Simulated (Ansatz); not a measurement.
The structure in question:

```
CELL_PARAMETERS angstrom
-5.40194 -5.40194 5.40194
5.40194 -5.40194 -5.40194
5.40194 5.40194 5.40194
ATOMIC_POSITIONS crystal
Si 0.24915 0.74947 0.74943
Si 0.00000 0.74545 0.99913
Si 0.50123 0.50038 0.75000
Si 0.24946 0.49801 0.99912
Si 0.99995 0.49787 0.24870
Si 0.75046 0.74967 0.24848
Si 0.50125 0.75002 0.50037
Si 0.00000 0.99913 0.74543
Si 0.75046 0.24853 0.74963
Si 0.49867 0.24872 0.99907
Si 0.25423 0.25341 0.25338
Si 0.99995 0.24872 0.49783
Si 0.75079 0.50026 0.50023
Si 0.74575 0.99915 0.99913
Si 0.49869 0.99911 0.24870
Si 0.24945 0.99916 0.49797
Si 0.24997 0.74914 0.49906
Si 0.99996 0.75131 0.75128
Si 0.50233 0.50146 0.50145
Si 0.24995 0.49909 0.74909
Si 0.99996 0.49730 0.99924
Si 0.75223 0.75155 0.99924
Si 0.49995 0.74913 0.24911
Si 0.99995 0.99927 0.49727
Si 0.74995 0.24908 0.49909
Si 0.49994 0.24913 0.74910
Si 0.24771 0.24703 0.99927
Si 0.99998 0.24680 0.24676
Si 0.74994 0.49913 0.24904
Si 0.75225 0.99931 0.75154
Si 0.49764 0.99911 0.99908
Si 0.24772 0.99930 0.24698
Co 0.00000 0.00000 0.00000
```

What would you see if this were drawn?

The material is CoSi32. Cell content 1 Co, 32 Si; Z = 1. Co is linked to ten Si at 2.37 to 2.69 Å. The bonds build a three-dimensional framework.

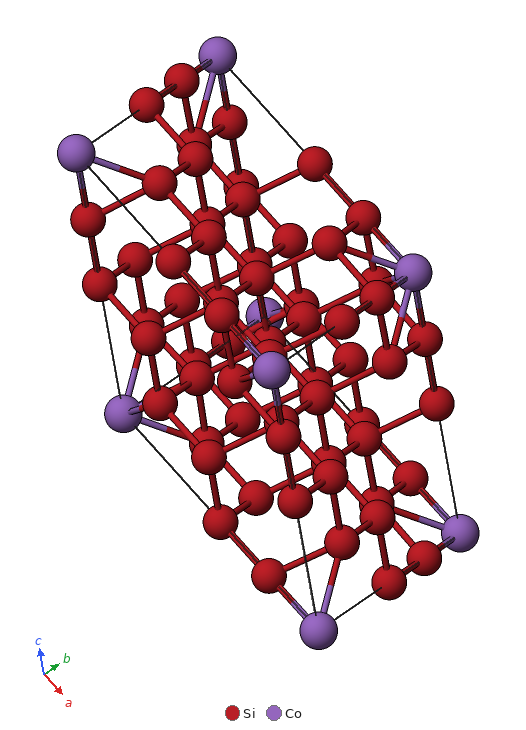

View slightly off an axis, drawn as a ball-and-stick model. The simulation cell is outlined; an atom on or near a face, edge or corner is repeated at each equivalent position.

Provenance: a structure listed in the Materials Project, repeated into a supercell with a point defect put in. The cell was then strained or its atoms displaced on purpose. It was run through Ansatz as a DFT input.
